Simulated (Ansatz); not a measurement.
**Field-gradient calculation of Cd₂₇Te₂₆ (charge +2) (part 2 of 2)**

The same run, continued: Cd₂₇Te₂₆ (defect cell, 53 atoms in the cell, total charge +2); DFT, PBE, plane-wave PAW, default files, scalar-relativistic, no spin polarisation (Ansatz 0.2.0); cutoff 420 eV, 2×2×2 k-mesh, Fermi–Dirac smearing of 0.01 eV. The structure derives from an entry of the Crystallography Open Database. It belongs to a series of runs on one base structure; here: Te vacancy, charge +2, host positions.

Output, continued:
```
            electrostatic potential = -8646.489524 V   contact ρ = 1468715.972910 e/Å³
  atom  35  Te V_zz =    -2.327513   η = 0.0000   by run symmetry: allowed
            electrostatic potential = -8646.730690 V   contact ρ = 1468713.052499 e/Å³
  atom  36  Te V_zz =   +13.866912   η = 0.1095   by run symmetry: allowed
            electrostatic potential = -8646.489524 V   contact ρ = 1468715.972910 e/Å³
  atom  37  Te V_zz =    -1.790298   η = 0.0000   by run symmetry: allowed
            electrostatic potential = -8646.747287 V   contact ρ = 1468712.912579 e/Å³
  atom  38  Te V_zz =   +13.866912   η = 0.1095   by run symmetry: allowed
            electrostatic potential = -8646.489524 V   contact ρ = 1468715.972910 e/Å³
  atom  39  Te V_zz =    -1.790298   η = 0.0000   by run symmetry: allowed
            electrostatic potential = -8646.747287 V   contact ρ = 1468712.912579 e/Å³
  atom  40  Te V_zz =    -1.790298   η = 0.0000   by run symmetry: allowed
            electrostatic potential = -8646.747287 V   contact ρ = 1468712.912579 e/Å³
  atom  41  Te V_zz =    -0.847992   η = 0.3759   by run symmetry: allowed
            electrostatic potential = -8646.803755 V   contact ρ = 1468712.713601 e/Å³
  atom  42  Te V_zz =   +13.866912   η = 0.1095   by run symmetry: allowed
            electrostatic potential = -8646.489524 V   contact ρ = 1468715.972910 e/Å³
  atom  43  Te V_zz =    -0.847992   η = 0.3759   by run symmetry: allowed
            electrostatic potential = -8646.803755 V   contact ρ = 1468712.713601 e/Å³
  atom  44  Te V_zz =    -0.847992   η = 0.3759   by run symmetry: allowed
            electrostatic potential = -8646.803755 V   contact ρ = 1468712.713601 e/Å³
  atom  45  Te V_zz =   +13.866912   η = 0.1095   by run symmetry: allowed
            electrostatic potential = -8646.489524 V   contact ρ = 1468715.972910 e/Å³
  atom  46  Te V_zz =   +13.866912   η = 0.1095   by run symmetry: allowed
            electrostatic potential = -8646.489524 V   contact ρ = 1468715.972910 e/Å³
  atom  47  Te V_zz =    -2.327513   η = 0.0000   by run symmetry: allowed
            electrostatic potential = -8646.730690 V   contact ρ = 1468713.052499 e/Å³
  atom  48  Te V_zz =   +13.866912   η = 0.1095   by run symmetry: allowed
            electrostatic potential = -8646.489524 V   contact ρ = 1468715.972910 e/Å³
  atom  49  Te V_zz =    -0.847992   η = 0.3759   by run symmetry: allowed
            electrostatic potential = -8646.803755 V   contact ρ = 1468712.713601 e/Å³
  atom  50  Te V_zz =    -0.847992   η = 0.3759   by run symmetry: allowed
            electrostatic potential = -8646.803755 V   contact ρ = 1468712.713601 e/Å³
  atom  51  Te V_zz =    -2.327513   η = 0.0000   by run symmetry: allowed
            electrostatic potential = -8646.730690 V   contact ρ = 1468713.052499 e/Å³
  atom  52  Te V_zz =    -0.847992   η = 0.3759   by run symmetry: allowed
            electrostatic potential = -8646.803755 V   contact ρ = 1468712.713601 e/Å³
  atom  53  Te V_zz =    -2.327513   η = 0.0000   by run symmetry: allowed
            electrostatic potential = -8646.730690 V   contact ρ = 1468713.052499 e/Å³
--- Band table (eV) ---
  k-point 0: bands = ["-94.9217", "-94.9217", "-94.9217", "-94.9217", "-94.5234", "-94.5234", "-94.5234", "-94.5234", "-94.5234", "-94.5234", ... 363 levels left out ..., "-0.2238", "-0.2238", "-0.2221", "-0.2221", "-0.2221", "-0.2092", "-0.2092", "-0.2092", "-0.1659", "-0.1659", "-0.1448", "-0.1313", "-0.1313", "-0.1313", "-0.0100", "0.0954", "0.0954", "0.0954", "0.1894", "0.1894", "0.1894", "0.2464", "0.2464", "0.2516", "0.2516", "0.2516", "3.2644", "3.4252", "3.4252",
      "3.4868", "3.4868", "3.4868", "3.5052", "3.5052", "3.5052", "3.5270", "3.5270", "3.5270", "3.7420", "4.0180", "4.0614", "4.0614", "4.0614", "4.1297", "4.1297", "4.1297", "4.1722", "4.1722", "4.2317", "4.2682", "4.2682", "4.2682", "4.9510", "4.9510", "5.0100", "5.0100", "5.0100", "5.0550", "5.0640", "5.0640", "5.0640", "5.1584", "5.1584", "5.1584", "6.0720", "6.0720", "6.0720", "6.1461", "6.1461",
      "6.1461", "6.1497", "6.1497", "6.1497", "6.2729", "6.3211", "6.3211", "6.3211", "6.3274", "6.3274", "6.3274", "6.3463", "6.3463", "6.3870", "6.3870", "6.3870", "6.7147", "6.7147", "6.7147", "7.0375", "7.0375", "7.0375", "7.0409", "7.0409", "7.1219", "7.1219", "7.1309", "7.1309", "7.1309", "7.1561", "7.1561", "7.1561", "7.4156", "7.6938", "7.6938", "7.6938", "8.9209", "9.4556", "9.4556", "9.4556",
      "9.7571", "9.7571", "9.7571", "9.7618", "10.0441", "10.0441", "10.0441", "10.3188", "10.4837", "10.4837", "10.5409", "10.5725", "10.5725", "10.5725", "10.8036", "10.8036", "10.8036", "10.8239", "10.8239", "10.8239", "10.8535", "10.8535", "10.9364", "10.9364", "10.9364", "10.9602", "10.9784", "10.9784", "11.4214", "11.4214", "11.4214", "12.3914", "12.3914", "12.3914", "12.8022", "12.9064", "12.9064", "12.9348", "12.9348", "12.9348",
      "12.9612", "12.9612", "12.9612", "12.9838", "12.9838", "12.9838", "12.9889", "12.9889", "12.9889", "13.0219", "13.0356", "13.0356", "13.0384", "13.0384", "13.0384", "13.0587", "13.0587", "13.0587", "13.1479", "13.1479", "13.6201", "13.6201", "13.6201", "14.0974", "14.1597", "14.1597", "14.1597", "14.3007", "14.3453", "14.3453", "14.3453", "14.6326", "14.6326", "14.6326", "14.6696", "14.6746", "14.6746", "14.6746", "14.7827", "14.7827",
      "14.8715", "14.8715", "14.8715", "14.8900", "14.8900", "14.8900", "14.8910", "14.8910", "14.9476", "14.9476", "14.9476"]
  k-point 1: bands = ["-94.9217", "-94.9217", "-94.9217", "-94.9217", "-94.5234", "-94.5234", "-94.5234", "-94.5234", "-94.5234", "-94.5234", ... 363 levels left out ..., "-0.2302", "-0.2302", "-0.2121", "-0.2121", "-0.2105", "-0.2093", "-0.2077", "-0.2077", "-0.0718", "-0.0718", "-0.0627", "-0.0627", "-0.0422", "-0.0033", "0.0717", "0.0717", "0.0908", "0.0965", "0.1286", "0.1286", "0.1536", "0.1886", "0.2321", "0.2321", "0.2431", "0.2431", "3.1359", "3.2783", "3.3983",
      "3.3983", "3.4446", "3.4623", "3.4623", "3.5133", "3.5145", "3.5145", "3.5726", "3.5726", "3.5799", "3.6552", "3.6552", "3.6904", "3.7276", "3.7753", "3.7753", "4.2502", "4.5469", "4.5469", "4.5847", "4.6263", "4.6263", "5.2419", "5.2419", "5.2466", "5.2675", "5.2952", "5.2952", "5.4666", "5.4666", "5.4852", "5.5380", "5.5422", "5.5422", "5.6918", "5.8281", "5.8281", "5.8813", "5.8813", "5.9332",
      "5.9573", "5.9849", "5.9978", "6.0052", "6.0335", "6.0335", "6.0373", "6.0554", "6.0554", "6.0940", "6.0940", "6.2517", "6.2517", "6.3812", "6.5138", "6.5138", "6.5964", "6.5964", "6.6135", "6.6272", "6.6363", "6.6686", "6.6686", "6.8145", "6.8145", "6.8851", "6.8851", "6.9011", "6.9064", "6.9277", "6.9277", "7.3623", "7.3623", "7.5422", "7.5422", "8.0274", "8.8559", "9.5665", "9.5665", "9.6679",
      "9.8721", "9.9671", "10.5639", "10.5899", "10.5899", "10.5980", "10.6071", "10.6071", "10.6637", "10.6637", "10.7006", "10.7059", "10.7059", "10.7332", "10.7332", "10.7646", "11.0062", "11.0062", "11.0271", "11.3764", "11.4905", "11.4905", "11.5288", "11.5288", "11.5405", "11.5444", "11.5804", "11.5804", "11.7382", "11.7671", "11.7671", "11.8118", "11.8582", "11.8582", "12.0645", "12.0645", "12.1472", "12.3486", "12.3992", "12.4380",
      "12.4380", "12.5452", "12.5569", "12.5569", "12.6595", "12.7040", "12.7040", "12.7452", "12.7452", "12.7665", "12.7665", "12.7854", "12.8183", "12.8183", "13.0039", "13.0039", "13.0806", "13.3817", "13.4229", "13.4266", "13.4266", "13.4495", "13.4738", "13.4738", "13.5172", "13.5172", "13.5894", "13.6024", "13.6024", "13.6083", "13.6590", "13.6590", "13.8333", "13.8333", "13.9159", "13.9462", "13.9852", "13.9852", "14.0147", "14.1407",
      "14.1407", "14.2382", "14.2382", "14.2561", "14.3838", "14.5986", "14.6693", "14.6693", "14.8885", "14.8894", "14.8894"]
  k-point 2: bands = ["-94.9217", "-94.9217", "-94.9217", "-94.9217", "-94.5234", "-94.5234", "-94.5234", "-94.5234", "-94.5234", "-94.5234", ... 363 levels left out ..., "-0.2318", "-0.2203", "-0.2109", "-0.2104", "-0.2104", "-0.2080", "-0.0905", "-0.0760", "-0.0760", "-0.0299", "-0.0299", "-0.0116", "-0.0101", "0.0016", "0.0153", "0.0448", "0.0448", "0.0669", "0.0669", "0.0798", "0.1079", "0.1993", "0.2494", "0.2563", "0.2563", "0.2605", "3.1825", "3.2971", "3.3520",
      "3.3577", "3.3739", "3.3810", "3.3810", "3.4275", "3.4275", "3.4693", "3.4693", "3.4856", "3.5081", "3.6649", "3.8254", "3.8446", "3.8678", "3.8678", "3.9277", "3.9623", "3.9623", "4.7354", "4.9486", "5.0129", "5.0129", "5.3625", "5.3981", "5.3981", "5.4665", "5.4868", "5.5338", "5.5360", "5.5474", "5.5474", "5.5624", "5.5671", "5.5746", "5.6003", "5.6003", "5.6379", "5.6379", "5.7572", "5.8986",
      "5.8986", "5.9813", "6.0202", "6.0202", "6.0229", "6.0493", "6.0735", "6.1150", "6.1150", "6.1331", "6.2559", "6.3000", "6.3000", "6.3837", "6.3837", "6.3874", "6.3988", "6.4470", "6.4627", "6.4673", "6.4673", "6.5239", "6.5343", "6.6031", "6.6048", "6.6200", "6.6200", "6.9220", "6.9220", "7.1070", "7.1070", "7.3461", "7.3461", "7.3561", "7.3622", "8.2267", "8.8490", "9.4362", "9.4362", "10.3299",
      "10.4101", "10.4420", "10.4945", "10.5632", "10.5632", "10.5854", "10.5927", "10.6185", "10.6185", "10.6234", "10.6417", "10.7245", "10.7245", "11.1647", "11.1954", "11.3865", "11.4165", "11.4189", "11.4230", "11.4417", "11.4417", "11.5042", "11.5051", "11.5137", "11.5137", "11.5257", "11.5743", "11.5743", "11.5987", "11.7165", "11.7839", "11.9112", "11.9212", "11.9212", "11.9273", "11.9273", "11.9957", "12.1597", "12.1597", "12.2196",
      "12.3733", "12.4657", "12.4657", "12.4826", "12.5034", "12.5163", "12.5479", "12.5479", "12.5905", "12.7439", "12.7439", "12.8988", "12.9235", "12.9539", "12.9994", "13.0432", "13.0432", "13.0959", "13.1218", "13.1218", "13.1367", "13.1583", "13.1583", "13.2855", "13.3398", "13.3398", "13.3422", "13.4313", "13.4313", "13.5427", "13.5427", "13.6891", "13.7591", "13.7734", "13.7886", "13.7886", "13.8630", "13.9106", "13.9450", "14.0907",
      "14.0907", "14.4461", "14.4461", "14.4572", "14.5308", "14.5350", "14.5350", "14.5457", "14.5589", "14.7530", "14.7530"]
--- Löwdin populations: 53 sites ---
  site symbol       q [e]
     0     Cd     18.9473
     1     Cd     18.9473
     2     Cd     18.8388
     3     Cd     18.9473
     4     Cd     18.8378
     5     Cd     18.8378
     6     Cd     18.8388
     7     Cd     18.8378
     8     Cd     18.8388
     9     Cd     18.9473
    10     Cd     18.8378
    11     Cd     18.8378
    12     Cd     18.8378
    13     Cd     18.8388
    14     Cd     18.8378
    15     Cd     18.8378
    16     Cd     18.8378
    17     Cd     18.8366
    18     Cd     18.8388
    19     Cd     18.8378
    20     Cd     18.8388
    21     Cd     18.8378
    22     Cd     18.8378
    23     Cd     18.8366
    24     Cd     18.8388
    25     Cd     18.8366
    26     Cd     18.8366
    27     Te     16.8801
    28     Te     16.8801
    29     Te     16.8801
    30     Te     16.9035
    31     Te     16.8801
    32     Te     16.8801
    33     Te     16.8801
    34     Te     16.9000
    35     Te     16.8801
    36     Te     16.9035
    37     Te     16.8801
    38     Te     16.9035
    39     Te     16.9035
    40     Te     16.9028
    41     Te     16.8801
    42     Te     16.9028
    43     Te     16.9028
    44     Te     16.8801
    45     Te     16.8801
    46     Te     16.9000
    47     Te     16.8801
    48     Te     16.9028
    49     Te     16.9028
    50     Te     16.9000
    51     Te     16.9028
    52     Te     16.9000
  spilling = 0.006025 (of n_electrons = 954.000000)
```

File populations.tsv:
```
# site	symbol	l	j	q
# orbitals = lowdin
# n_electrons = 954.000000
# spilling = 0.006025
0	Cd	0_4S	-	1.996848
0	Cd	0_5S	-	0.967713
0	Cd	1_4P	-	5.998913
0	Cd	2_4D	-	9.983816
1	Cd	0_4S	-	1.996848
1	Cd	0_5S	-	0.967713
1	Cd	1_4P	-	5.998913
1	Cd	2_4D	-	9.983816
2	Cd	0_4S	-	1.995715
2	Cd	0_5S	-	0.864916
2	Cd	1_4P	-	5.999084
2	Cd	2_4D	-	9.979046
3	Cd	0_4S	-	1.996848
3	Cd	0_5S	-	0.967713
3	Cd	1_4P	-	5.998913
3	Cd	2_4D	-	9.983816
4	Cd	0_4S	-	1.995732
4	Cd	0_5S	-	0.862743
4	Cd	1_4P	-	5.999176
4	Cd	2_4D	-	9.980108
5	Cd	0_4S	-	1.995732
5	Cd	0_5S	-	0.862743
5	Cd	1_4P	-	5.999176
5	Cd	2_4D	-	9.980108
6	Cd	0_4S	-	1.995715
6	Cd	0_5S	-	0.864916
6	Cd	1_4P	-	5.999084
6	Cd	2_4D	-	9.979046
7	Cd	0_4S	-	1.995732
7	Cd	0_5S	-	0.862743
7	Cd	1_4P	-	5.999176
7	Cd	2_4D	-	9.980108
8	Cd	0_4S	-	1.995715
8	Cd	0_5S	-	0.864916
8	Cd	1_4P	-	5.999084
8	Cd	2_4D	-	9.979046
9	Cd	0_4S	-	1.996848
9	Cd	0_5S	-	0.967713
9	Cd	1_4P	-	5.998913
9	Cd	2_4D	-	9.983816
10	Cd	0_4S	-	1.995732
10	Cd	0_5S	-	0.862743
10	Cd	1_4P	-	5.999176
10	Cd	2_4D	-	9.980108
11	Cd	0_4S	-	1.995732
11	Cd	0_5S	-	0.862743
11	Cd	1_4P	-	5.999176
11	Cd	2_4D	-	9.980108
12	Cd	0_4S	-	1.995732
12	Cd	0_5S	-	0.862743
12	Cd	1_4P	-	5.999176
12	Cd	2_4D	-	9.980108
13	Cd	0_4S	-	1.995719
13	Cd	0_5S	-	0.863779
13	Cd	1_4P	-	5.999159
13	Cd	2_4D	-	9.980153
14	Cd	0_4S	-	1.995732
14	Cd	0_5S	-	0.862743
14	Cd	1_4P	-	5.999176
14	Cd	2_4D	-	9.980108
15	Cd	0_4S	-	1.995732
15	Cd	0_5S	-	0.862743
15	Cd	1_4P	-	5.999176
15	Cd	2_4D	-	9.980108
16	Cd	0_4S	-	1.995732
16	Cd	0_5S	-	0.862743
16	Cd	1_4P	-	5.999176
16	Cd	2_4D	-	9.980108
17	Cd	0_4S	-	1.995722
17	Cd	0_5S	-	0.861582
17	Cd	1_4P	-	5.999156
17	Cd	2_4D	-	9.980167
18	Cd	0_4S	-	1.995715
18	Cd	0_5S	-	0.864916
18	Cd	1_4P	-	5.999084
18	Cd	2_4D	-	9.979046
19	Cd	0_4S	-	1.995732
19	Cd	0_5S	-	0.862743
19	Cd	1_4P	-	5.999176
19	Cd	2_4D	-	9.980108
20	Cd	0_4S	-	1.995715
20	Cd	0_5S	-	0.864916
20	Cd	1_4P	-	5.999084
20	Cd	2_4D	-	9.979046
21	Cd	0_4S	-	1.995732
21	Cd	0_5S	-	0.862743
21	Cd	1_4P	-	5.999176
21	Cd	2_4D	-	9.980108
22	Cd	0_4S	-	1.995732
22	Cd	0_5S	-	0.862743
22	Cd	1_4P	-	5.999176
22	Cd	2_4D	-	9.980108
23	Cd	0_4S	-	1.995722
23	Cd	0_5S	-	0.861582
23	Cd	1_4P	-	5.999156
23	Cd	2_4D	-	9.980167
24	Cd	0_4S	-	1.995715
24	Cd	0_5S	-	0.864916
24	Cd	1_4P	-	5.999084
24	Cd	2_4D	-	9.979046
25	Cd	0_4S	-	1.995722
25	Cd	0_5S	-	0.861582
25	Cd	1_4P	-	5.999156
25	Cd	2_4D	-	9.980167
26	Cd	0_4S	-	1.995722
26	Cd	0_5S	-	0.861582
26	Cd	1_4P	-	5.999156
26	Cd	2_4D	-	9.980167
27	Te	0_5S	-	1.894872
27	Te	1_5P	-	4.985994
27	Te	2_4D	-	9.999242
28	Te	0_5S	-	1.894872
28	Te	1_5P	-	4.985994
28	Te	2_4D	-	9.999242
29	Te	0_5S	-	1.894872
29	Te	1_5P	-	4.985994
29	Te	2_4D	-	9.999242
30	Te	0_5S	-	1.890164
30	Te	1_5P	-	5.014115
30	Te	2_4D	-	9.999219
31	Te	0_5S	-	1.894872
31	Te	1_5P	-	4.985994
31	Te	2_4D	-	9.999242
32	Te	0_5S	-	1.894872
32	Te	1_5P	-	4.985994
32	Te	2_4D	-	9.999242
33	Te	0_5S	-	1.894872
33	Te	1_5P	-	4.985994
33	Te	2_4D	-	9.999242
34	Te	0_5S	-	1.890374
34	Te	1_5P	-	5.010435
34	Te	2_4D	-	9.999219
35	Te	0_5S	-	1.894872
35	Te	1_5P	-	4.985994
35	Te	2_4D	-	9.999242
36	Te	0_5S	-	1.890164
36	Te	1_5P	-	5.014115
36	Te	2_4D	-	9.999219
37	Te	0_5S	-	1.894872
37	Te	1_5P	-	4.985994
37	Te	2_4D	-	9.999242
38	Te	0_5S	-	1.890164
38	Te	1_5P	-	5.014115
38	Te	2_4D	-	9.999219
39	Te	0_5S	-	1.890164
39	Te	1_5P	-	5.014115
39	Te	2_4D	-	9.999219
40	Te	0_5S	-	1.889819
40	Te	1_5P	-	5.013731
40	Te	2_4D	-	9.999219
41	Te	0_5S	-	1.894872
41	Te	1_5P	-	4.985994
41	Te	2_4D	-	9.999242
42	Te	0_5S	-	1.889819
42	Te	1_5P	-	5.013731
42	Te	2_4D	-	9.999219
43	Te	0_5S	-	1.889819
43	Te	1_5P	-	5.013731
43	Te	2_4D	-	9.999219
44	Te	0_5S	-	1.894872
44	Te	1_5P	-	4.985994
44	Te	2_4D	-	9.999242
45	Te	0_5S	-	1.894872
45	Te	1_5P	-	4.985994
45	Te	2_4D	-	9.999242
46	Te	0_5S	-	1.890374
46	Te	1_5P	-	5.010435
46	Te	2_4D	-	9.999219
47	Te	0_5S	-	1.894872
47	Te	1_5P	-	4.985994
47	Te	2_4D	-	9.999242
48	Te	0_5S	-	1.889819
48	Te	1_5P	-	5.013731
48	Te	2_4D	-	9.999219
49	Te	0_5S	-	1.889819
49	Te	1_5P	-	5.013731
49	Te	2_4D	-	9.999219
50	Te	0_5S	-	1.890374
50	Te	1_5P	-	5.010435
50	Te	2_4D	-	9.999219
51	Te	0_5S	-	1.889819
51	Te	1_5P	-	5.013731
51	Te	2_4D	-	9.999219
52	Te	0_5S	-	1.890374
52	Te	1_5P	-	5.010435
52	Te	2_4D	-	9.999219
```

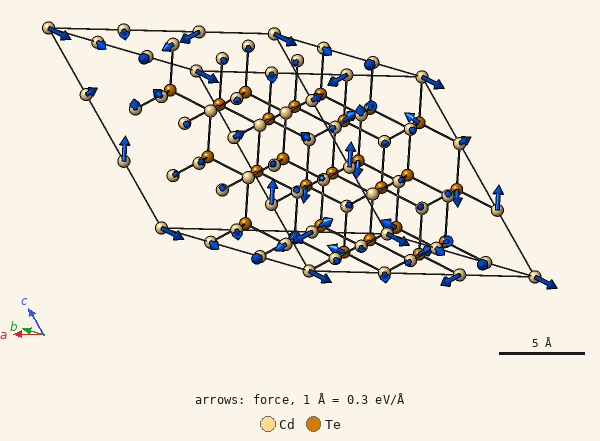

Figure 1. Forces on the atoms as blue arrows (ball-and-stick view of the cell of the calculation, seen at an oblique angle); the smallest are left out. The largest act on Cd1, Cd2, Cd4, Cd10 (0.47 eV/Å); Te28, Te29, Te30, Te32, Te33, Te34 and 6 more (0.34 eV/Å); Cd3, Cd7, Cd9, Cd19, Cd21, Cd25 (0.26 eV/Å); Cd5, Cd6, Cd8, Cd11, Cd12, Cd13 and 6 more (0.14 eV/Å). Atoms are counted from 1 in the order of the input and aren't labelled in the picture. The geometry is not a stationary point of this energy.
